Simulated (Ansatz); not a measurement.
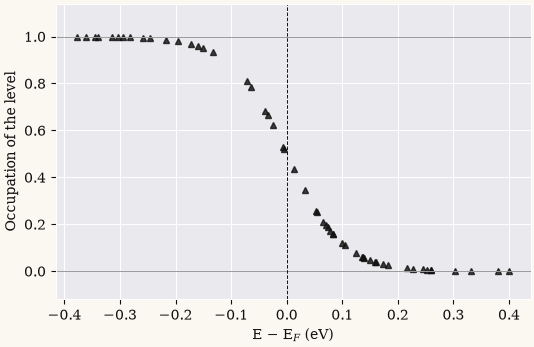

Occupations of the one-electron levels of the k mesh against their energy, from a run on Cu, space group P6_3/mmc, 2 atoms in the cell, with Ansatz.

Which smearing scheme was used (Fermi-Dirac, Gaussian, Methfessel-Paxton or cold), and about what width?

Answer. Fermi-Dirac smearing with a width of 0.05 eV. The occupations stay between 0 and 1 and have long exponential tails; the slope at the Fermi level is 1/(4 × width).
